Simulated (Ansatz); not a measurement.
## Run report: Mg₈HO₈ (charge +1), nudged elastic band (part 2 of 2)

The same run, continued: Mg₈HO₈ (defect cell, 17 atoms in the cell, total charge +1); DFT PBE, scalar-relativistic, plane waves, PAW, PAW set soft_1, no spin polarisation (Ansatz 0.2.0); cutoff 420 eV, 3×3×3 k-mesh, Gaussian smearing of 0.02 eV. The structure derives from an entry of the Crystallography Open Database. It belongs to a series of runs on one base structure; here: band between the two ends.

Geometry of the input (Å; fractional positions):
```
0.0000  4.2202  4.2202
4.2202  0.0000  4.2202
4.2202  4.2202  0.0000
Mg -0.0189  0.0168  -0.0196
O  0.2480  0.2536  0.2473
Mg -0.0189  0.0168  0.5219
O  0.2480  0.2536  0.7512
Mg -0.0006  0.5032  -0.0013
O  0.2479  0.7579  0.2471
Mg -0.0099  0.5091  0.5004
O  0.2449  0.7596  0.7477
Mg 0.5226  0.0168  -0.0197
O  0.7519  0.2536  0.2473
Mg 0.4976  0.0089  0.4968
O  0.7444  0.2683  0.7437
Mg 0.5012  0.5091  -0.0106
O  0.7485  0.7596  0.2442
Mg 0.5012  0.5091  0.5004
O  0.7485  0.7596  0.7477
H  0.1807  -0.0404  0.1799
```

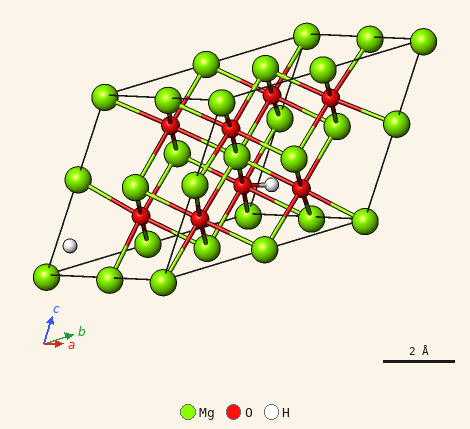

Figure 1. The structure as given in the input (ball-and-stick view of the cell of the calculation, seen at an oblique angle). An atom can appear more than once, as a periodic image.

```
NEB image 1
NEB image 2
preconditioner: auto → Resta (q_TF=auto, 2.656 Å⁻¹)  ε∞=3.3  [insulator: Δε(μ)=4.223 eV  Ē_g=16.039 eV  σ=0.020 eV  W_gap=1.00  n_scr=58 (ndim 8)  ℏωp=24.2 eV  f_vac=0.000  D(μ)=0.00/eV (n_scr^D=0)  ε∞_Penn≈3.3]
NEB image 3
preconditioner: auto → Resta (q_TF=auto, 2.656 Å⁻¹)  ε∞=3.3  [insulator: Δε(μ)=4.276 eV  Ē_g=16.028 eV  σ=0.020 eV  W_gap=1.00  n_scr=58 (ndim 8)  ℏωp=24.2 eV  f_vac=0.000  D(μ)=0.00/eV (n_scr^D=0)  ε∞_Penn≈3.3]
NEB image 4
preconditioner: auto → Resta (q_TF=auto, 2.656 Å⁻¹)  ε∞=3.3  [insulator: Δε(μ)=4.342 eV  Ē_g=15.991 eV  σ=0.020 eV  W_gap=1.00  n_scr=58 (ndim 8)  ℏωp=24.2 eV  f_vac=0.000  D(μ)=0.00/eV (n_scr^D=0)  ε∞_Penn≈3.3]
NEB image 5
preconditioner: auto → Resta (q_TF=auto, 2.656 Å⁻¹)  ε∞=3.3  [insulator
[...]
  atom   3  Mg    -0.00600263    -0.00258725    -0.00250357
  atom   4  O      0.00193091     0.00860957     0.00759401
  atom   5  Mg    -0.00808782    -0.00082634    -0.00105154
  atom   6  O     -0.00273706     0.01239578     0.01293748
  atom   7  Mg     0.00146051     0.00666885     0.00962890
  atom   8  O     -0.00410180    -0.00236057     0.00146150
  atom   9  Mg     0.00714786    -0.01544118    -0.00394823
  atom  10  O      0.00475867    -0.00135142     0.00039341
  atom  11  Mg     0.01043961     0.00325397     0.00332847
  atom  12  O      0.00209103    -0.00152214    -0.00250016
  atom  13  Mg     0.00811108     0.00177114     0.00155797
  atom  14  O     -0.00281065    -0.01340541    -0.01286128
  atom  15  Mg     0.00705095    -0.00606730    -0.01330817
  atom  16  O      0.00512877     0.00040388    -0.00136735
  atom  17  H     -0.02160617    -0.00048218    -0.00380677
  max |Σ_I F_I| component: 2.83e-6 eV/Å
--- Band table (eV; the first three rows and the last of 14) ---
  k-point 0: bands = ["-64.3308", "-64.3278", "-64.2617", "-64.2508", "-63.8428", "-63.8400", "-63.8395", "-63.8365", "-31.1637", "-31.1521", "-31.1117", "-31.1114", "-31.1017", "-31.0548", "-31.0496", "-31.0479", "-31.0009", "-30.9973", "-30.9880", "-30.9788", "-30.6298", "-30.6275", "-30.6273", "-30.6240", "-30.6224", "-30.6158", "-30.6156", "-30.6086", "-30.5795", "-30.5742", "-30.5739", "-30.5685", "-10.1874", "-8.6132", "-8.5445", "-7.9843", "-7.6421", "-7.5330", "-7.5186", "-7.3084", "1.1553", "3.3169", "3.5292", "3.6849", "3.7036", "3.9844", "4.1128", "6.1505", "6.2257", "6.4073", "6.4547", "6.7448", "6.8054", "7.0057", "7.0780", "7.2185", "7.2234", "7.3466", "7.5026", "7.7577", "7.7652", "8.0093", "8.0331", "8.0779", "12.4462", "14.9200", "16.0098", "16.0235", "16.2194", "16.9208", "17.1652", "17.4934", "17.6720", "17.9492", "18.2404", "19.9408", "20.4221", "20.6168", "20.6690", "20.9377", "20.9979"]
  k-point 1: bands = ["-64.3302", "-64.3284", "-64.2614", "-64.2511", "-63.8424", "-63.8399", "-63.8395", "-63.8370", "-31.1529", "-31.1429", "-31.1208", "-31.1092", "-31.1030", "-31.0577", "-31.0528", "-31.0499", "-30.9992", "-30.9958", "-30.9880", "-30.9797", "-30.6309", "-30.6284", "-30.6278", "-30.6248", "-30.6217", "-30.6180", "-30.6061", "-30.5988", "-30.5851", "-30.5788", "-30.5783", "-30.5754", "-10.1021", "-8.6124", "-8.5381", "-8.0022", "-7.7308", "-7.6179", "-7.4743", "-7.3647", "1.2607", "3.7944", "3.9917", "4.1363", "4.2293", "4.3776", "4.4602", "5.7861", "5.9518", "6.2057", "6.3677", "6.4895", "6.5465", "6.6915", "6.7361", "6.7445", "6.8237", "7.0375", "7.1372", "7.2721", "7.5260", "7.7664", "7.8699", "7.9169", "13.6045", "15.1164", "16.6295", "16.9964", "17.0487", "17.3290", "17.6778", "18.0128", "18.7191", "18.9033", "18.9981", "19.6084", "20.1121", "20.3096", "20.3946", "20.7019", "20.8914"]
  k-point 2: bands = ["-64.3302", "-64.3284", "-64.2614", "-64.2511", "-63.8424", "-63.8399", "-63.8395", "-63.8370", "-31.1529", "-31.1429", "-31.1208", "-31.1092", "-31.1030", "-31.0577", "-31.0528", "-31.0499", "-30.9992", "-30.9958", "-30.9880", "-30.9797", "-30.6309", "-30.6284", "-30.6278", "-30.6248", "-30.6217", "-30.6180", "-30.6061", "-30.5988", "-30.5851", "-30.5788", "-30.5783", "-30.5754", "-10.1021", "-8.6124", "-8.5381", "-8.0022", "-7.7308", "-7.6179", "-7.4743", "-7.3647", "1.2607", "3.7944", "3.9917", "4.1363", "4.2293", "4.3776", "4.4602", "5.7861", "5.9518", "6.2057", "6.3677", "6.4895", "6.5466", "6.6915", "6.7361", "6.7445", "6.8237", "7.0376", "7.1372", "7.2721", "7.5260", "7.7663", "7.8700", "7.9169", "13.6045", "15.1164", "16.6294", "16.9964", "17.0487", "17.3290", "17.6778", "18.0128", "18.7191", "18.9033", "18.9981", "19.6084", "20.1121", "20.3096", "20.3946", "20.7019", "20.8914"]
  k-point 13: bands = ["-64.3308", "-64.3278", "-64.2617", "-64.2508", "-63.8422", "-63.8407", "-63.8387", "-63.8372", "-31.1593", "-31.1540", "-31.1115", "-31.1064", "-31.0986", "-31.0527", "-31.0482", "-31.0479", "-31.0000", "-30.9985", "-30.9871", "-30.9812", "-30.6330", "-30.6291", "-30.6270", "-30.6259", "-30.6165", "-30.6149", "-30.6111", "-30.6067", "-30.5898", "-30.5842", "-30.5727", "-30.5699", "-10.0321", "-8.7218", "-8.2878", "-8.1286", "-7.9505", "-7.5570", "-7.5339", "-7.3154", "1.6714", "4.1282", "4.4228", "4.5087", "4.7406", "4.8820", "4.8926", "5.0193", "5.1415", "5.5682", "5.9196", "5.9967", "6.4741", "6.5198", "6.6816", "6.7128", "6.8281", "6.9407", "7.1336", "7.1691", "7.3734", "7.3753", "7.6957", "7.8819", "15.1966", "15.9378", "16.4058", "17.3754", "17.9291", "17.9777", "18.3404", "18.8323", "18.9194", "19.0024", "19.3263", "19.5292", "19.7721", "19.9352", "20.1776", "20.3306", "20.3921"]
this run last wrote the band of iteration 59 to [file]
--- NEB band (7 images, 59 band iterations, 2026 SCF iterations) ---
  forward barrier  = 0.360978 eV
  backward barrier = 0.360978 eV
  lagrangian_above_aufbau_ev (what the smearing adds, to first order; not taken off the barriers): saddle image -0.000000 eV, end points -0.000000 and -0.000000 eV
  climbing image's point = a first-order saddle point (lowest curvatures found: -7.53 and 1.72 eV/Å²)
  energies are F+E_penalty+E_count in eV, relative to image 0
  image     s (Å)  Δ vs image 0  max|band force component| (eV/Å)
      0    0.0000      0.000000                                 —
      1    0.5364      0.084853                          1.711e-2
      2    1.0764      0.011961                          2.414e-2
      3    1.6218      0.095570                          4.627e-2
  *   4    2.1668      0.360978                          2.125e-2
      5    2.6723      0.105835                          4.126e-2
      6    3.1804      0.000001                                 —
  saddle-point geometry (image 4):
  cell:  # Å, volume = 150.3243 Å³
    - [0.0, 4.2202, 4.2202]
    - [4.2202, 0.0, 4.2202]
    - [4.2202, 4.2202, 0.0]
  atoms:
    - { symbol: Mg, position: [-0.01178460678517555, 0.019427075564813767, -0.005279553208867589] }
    - { symbol: O, position: [0.23343791206624917, 0.2744770439206283, 0.24956845147560053] }
    - { symbol: Mg, position: [-0.0048466067548542, 0.010972404035094929, 0.5010173767257964] }
    - { symbol: O, position: [0.2334887175266107, 0.26189843984648997, 0.7519335691535425] }
    - { symbol: Mg, position: [-0.01800852099245015, 0.512999119519111, 0.0030410877915590384] }
    - { symbol: O, position: [0.27808941688992506, 0.7623294849434936, 0.25237728823069316] }
    - { symbol: Mg, position: [-0.011785812930059508, 0.5046757779502112, 0.509473270844267] }
    - { symbol: O, position: [0.2334392364836707, 0.7595231159591762, 0.7645198311502137] }
    - { symbol: Mg, position: [0.4890573137241703, 0.04809661849412264, -0.035272058318323335] }
    - { symbol: O, position: [0.7433921120291934, 0.2497211156799124, 0.2544161979127138] }
    - { symbol: Mg, position: [0.4837776455624978, 0.010934137037041491, 0.5009787835593886] }
    - { symbol: O, position: [0.7434053251662848, 0.2618965905037597, 0.7519326422072095] }
    - { symbol: Mg, position: [0.49288783023698424, 0.5129612501296609, 0.0030036485559394865] }
    - { symbol: O, position: [0.6984391750170166, 0.7623289730568538, 0.2523771203577657] }
    - { symbol: Mg, position: [0.48905643934531684, 0.47466826981158816, 0.5381579401033242] }
    - { symbol: O, position: [0.7433938361810912, 0.7643705731902997, 0.7397632309365052] }
    - { symbol: H, position: [0.4868611139001945, -0.23617192297559164, 0.2538451525226727] }
```

## The last band as extended XYZ (Å, eV, eV/Å)
```
17
Lattice="0.0000 4.2202 4.2202 4.2202 0.0000 4.2202 4.2202 4.2202 0.0000" Properties=species:S:1:pos:R:3:forces:R:3 image=0 energy=-19977.43072
Mg   -0.0122   -0.1628   -0.0091   -0.0005  -0.0015  -0.0003
O     2.1138    2.0904    2.1169   -0.0007   0.0001  -0.0002
Mg    2.2733    2.1226   -0.0091    0.0015   0.0007  -0.0005
O     4.2402    4.2168    2.1169    0.0002   0.0009  -0.0001
Mg    2.1183   -0.0079    2.1213    0.0004  -0.0003   0.0007
O     4.2415    2.0891    4.2446   -0.0006   0.0006  -0.0010
Mg    4.2603    2.0703    2.1067    0.0009  -0.0010  -0.0002
O     6.3615    4.1894    4.2395   -0.0002   0.0004  -0.0006
Mg   -0.0122    2.1226    2.2765   -0.0008   0.0008   0.0011
O     2.1138    4.2168    4.2432   -0.0004   0.0006   0.0007
Mg    2.1341    4.1965    2.1373   -0.0007   0.0005  -0.0013
O     4.2706    6.2802    4.2738   -0.0001  -0.0002  -0.0005
Mg    2.1036    2.0703    4.2635   -0.0003  -0.0012   0.0009
O     4.2364    4.1894    6.3645   -0.0005   0.0002   0.0001
Mg    4.2603    4.2270    4.2635    0.0011   0.0002   0.0008
O     6.3615    6.3144    6.3646    0.0000   0.0005   0.0000
H     0.5889    1.5217    0.5923    0.0008  -0.0013   0.0004
17
Lattice="0.0000 4.2202 4.2202 4.2202 0.0000 4.2202 4.2202 4.2202 0.0000" Properties=species:S:1:pos:R:3:forces:R:3 image=1 energy=-19977.34587
Mg    0.0247   -0.0720    0.0281   -0.0030  -0.0026  -0.0031
O     2.0481    2.0727    2.0514    0.0001   0.0045   0.0000
Mg    2.3203    2.0821   -0.0451   -0.0014   0.0076   0.0004
O     4.2242    4.1917    2.1369    0.0003   0.0042  -0.0016
Mg    2.1138   -0.0206    2.1173   -0.0008   0.0050  -0.0011
O     4.2110    2.0768    4.2145   -0.0025   0.0044  -0.0026
Mg    4.2640    2.0722    2.0987   -0.0002   0.0022   0.0002
O     6.3559    4.1790    4.2279    0.0018   0.0051  -0.0005
Mg   -0.0484    2.0822    2.3233    0.0003   0.0070  -0.0005
O     2.1335    4.1917    4.2276   -0.0014   0.0043   0.0000
Mg    2.1157    4.1703    2.1191    0.0009   0.0043   0.0006
O     4.2837    6.2939    4.2869   -0.0002   0.0009   0.0000
Mg    2.0952    2.0722    4.2674    0.0004   0.0021  -0.0003
O     4.2245    4.1791    6.3593   -0.0002   0.0046   0.0012
Mg    4.2480    4.2143    4.2514    0.0029  -0.0018   0.0025
O     6.3580    6.2955    6.3614   -0.0002   0.0046  -0.0003
H     0.6830    2.0103    0.6860    0.0031  -0.0566   0.0052
17
Lattice="0.0000 4.2202 4.2202 4.2202 0.0000 4.2202 4.2202 4.2202 0.0000" Properties=species:S:1:pos:R:3:forces:R:3 image=2 energy=-19977.41876
Mg    0.0363   -0.0742    0.0424    0.0052  -0.0102   0.0018
O     2.0937    2.0650    2.0980    0.0239  -0.0138   0.0190
Mg    2.2952    2.0247   -0.0215   -0.0218  -0.0104   0.0130
O     4.2314    4.1805    2.1457    0.0069  -0.0109  -0.0018
Mg    2.1264   -0.0406    2.1350    0.0100  -0.0158   0.0008
O     4.2281    2.0551    4.2340    0.0183   0.0030   0.0196
Mg    4.2591    2.0786    2.1054    0.0016  -0.0062   0.0001
O     6.3369    4.1538    4.2408    0.0030  -0.0082   0.0000
Mg   -0.0228    2.0313    2.2879    0.0131  -0.0247  -0.0081
O     2.1402    4.1797    4.2385    0.0019  -0.0079  -0.0004
Mg    2.1149    4.1591    2.1212    0.0042  -0.0109  -0.0015
O     4.2764    6.3007    4.2779   -0.0034  -0.0019  -0.0040
Mg    2.0985    2.0785    4.2650    0.0072  -0.0066  -0.0022
O     4.2327    4.1599    6.3475    0.0091  -0.0232  -0.0169
Mg    4.2186    4.2792    4.2266   -0.0050   0.0215  -0.0194
O     6.3598    6.2788    6.3645    0.0014  -0.0133   0.0007
H     0.6311    2.5256    0.6088   -0.0757   0.1393  -0.0007
17
Lattice="0.0000 4.2202 4.2202 4.2202 0.0000 4.2202 4.2202 4.2202 0.0000" Properties=species:S:1:pos:R:3:forces:R:3 image=3 energy=-19977.33515
Mg    0.0545   -0.0789    0.0352   -0.0017   0.0097   0.0051
O     2.1663    2.0466    2.1400   -0.0267   0.0180  -0.0018
Mg    2.2012    2.0706    0.0224    0.0239   0.0006   0.0005
O     4.2640    4.1742    2.1260   -0.0048   0.0240   0.0239
Mg    2.1719   -0.0585    2.1136    0.0003   0.0151   0.0152
O     4.2803    2.1151    4.2871   -0.0043  -0.0776  -0.0775
Mg    4.2747    2.0833    2.0931   -0.0016   0.0051   0.0098
O     6.3865    4.1881    4.2187   -0.0267  -0.0019   0.0181
Mg    0.0173    1.9773    2.3053   -0.0124   0.0537   0.0290
O     2.1474    4.1910    4.2194    0.0166   0.0006   0.0182
Mg    2.1391    4.1544    2.1062   -0.0099   0.0133   0.0132
O     4.2695    6.3198    4.2717   -0.0026   0.0231   0.0228
Mg    2.1364    2.0805    4.2526   -0.0233   0.0054   0.0055
O     4.2750    4.0902    6.2623   -0.0031   0.0579   0.0580
Mg    4.2375    4.3535    4.1494   -0.0123   0.0286   0.0538
O     6.3676    6.2676    6.3630    0.0166   0.0182   0.0006
H     0.2687    2.8054    0.7573    0.0720  -0.1940  -0.1943
17
Lattice="0.0000 4.2202 4.2202 4.2202 0.0000 4.2202 4.2202 4.2202 0.0000" Properties=species:S:1:pos:R:3:forces:R:3 image=4 energy=-19977.06974
Mg    0.0597   -0.0720    0.0323    0.0016   0.0095   0.0068
O     2.2116    2.0384    2.1435   -0.0044   0.0015  -0.0024
Mg    2.1607    2.0939    0.0259   -0.0060  -0.0026  -0.0025
O     4.2786    4.1587    2.0906    0.0019   0.0086   0.0076
Mg    2.1778   -0.0632    2.0890   -0.0081  -0.0008  -0.0011
O     4.2823    2.2387    4.3908   -0.0027   0.0124   0.0129
Mg    4.2799    2.1003    2.0801    0.0015   0.0067   0.0096
O     6.4318    4.2116    4.1905   -0.0041  -0.0024   0.0015
Mg    0.0541    1.9151    2.2669    0.0071  -0.0154  -0.0039
O     2.1276    4.2110    4.1911    0.0048  -0.0014   0.0004
Mg    2.1604    4.1559    2.0878    0.0104   0.0033   0.0033
O     4.2786    6.3106    4.2426    0.0021  -0.0015  -0.0025
Mg    2.1775    2.0928    4.2449    0.0081   0.0018   0.0016
O     4.2823    4.0126    6.1647   -0.0028  -0.0134  -0.0129
Mg    4.2743    4.3350    4.0671    0.0071  -0.0061  -0.0133
O     6.3477    6.2592    6.3631    0.0051   0.0004  -0.0014
H     0.0746    3.1259    1.0580   -0.0216  -0.0005  -0.0038
17
Lattice="0.0000 4.2202 4.2202 4.2202 0.0000 4.2202 4.2202 4.2202 0.0000" Properties=species:S:1:pos:R:3:forces:R:3 image=5 energy=-19977.32488
Mg    0.0561   -0.0537    0.0211   -0.0023  -0.0014  -0.0039
O     2.1715    2.0605    2.1171   -0.0263   0.0016  -0.0185
Mg    2.1419    2.0964    0.0083   -0.0123  -0.0128  -0.0127
O     4.2717    4.1503    2.0623   -0.0021  -0.0199  -0.0200
Mg    2.1399   -0.0501    2.0821   -0.0294  -0.0039  -0.0039
O     4.2772    2.1667    4.2989   -0.0026  -0.0577  -0.0577
Mg    4.2763    2.1091    2.0785   -0.0024  -0.0039  -0.0014
O     6.3917    4.2052    4.1927   -0.0263  -0.0185   0.0017
Mg    0.0255    1.8951    2.1895   -0.0076  -0.0396  -0.0563
O     2.1489    4.2043    4.1910    0.0187  -0.0183  -0.0005
Mg    2.1977    4.1770    2.0890    0.0307  -0.0016  -0.0015
O     4.2677    6.2973    4.2093   -0.0035  -0.0240  -0.0240
Mg    2.1760    2.0904    4.2226    0.0053  -0.0158  -0.0158
O     4.2816    4.1312    6.2634   -0.0038   0.0766   0.0766
Mg    4.2457    4.2775    4.0273   -0.0077  -0.0562  -0.0397
O     6.3691    6.2790    6.3365    0.0187  -0.0005  -0.0183
H     0.2222    3.4327    1.3447    0.0528   0.1960   0.1960
17
Lattice="0.0000 4.2202 4.2202 4.2202 0.0000 4.2202 4.2202 4.2202 0.0000" Properties=species:S:1:pos:R:3:forces:R:3 image=6 energy=-19977.43072
Mg    0.0407   -0.0425    0.0065   -0.0003   0.0002  -0.0027
O     2.1142    2.1043    2.0900   -0.0002  -0.0005   0.0005
Mg    2.1187    2.0998   -0.0083    0.0010  -0.0013  -0.0009
O     4.2711    4.1675    2.0596   -0.0002   0.0007  -0.0001
Mg    2.1040   -0.0425    2.0698    0.0025   0.0002   0.0004
O     4.2407    2.1043    4.2164   -0.0004  -0.0007   0.0003
Mg    4.2609    2.1144    2.0698   -0.0003  -0.0020   0.0004
O     6.3345    4.1980    4.2164    0.0003   0.0003   0.0000
Mg   -0.0116    1.9446    2.1221   -0.0016  -0.0002   0.0018
O     2.1417    4.2018    4.1890    0.0007   0.0003  -0.0007
Mg    2.2738    4.2301    2.1221    0.0008   0.0015   0.0021
O     4.2369    6.2969    4.1890   -0.0005  -0.0005  -0.0007
Mg    2.1346    2.0838    4.1961   -0.0001   0.0005  -0.0002
O     4.2419    4.1967    6.3090   -0.0012   0.0013   0.0011
Mg    4.2086    4.2301    4.0569   -0.0021   0.0017  -0.0010
O     6.3619    6.2969    6.3139    0.0006  -0.0005   0.0006
H     0.5893    3.6290    1.5212    0.0010  -0.0010  -0.0010
```

## Key numbers

| quantity | value |
| --- | --- |
| outcome | converged |
| barrier, forward | 0.384 eV |
| barrier, backward | 0.384 eV |
| electrons treated | 128 |
| wall time | 49 min (CPU time 84 min) |
| peak memory | 1 GiB |

The cell is charged and computed with a neutralising background, so its energy and pressure depend on the cell and aren't those of a real crystal.
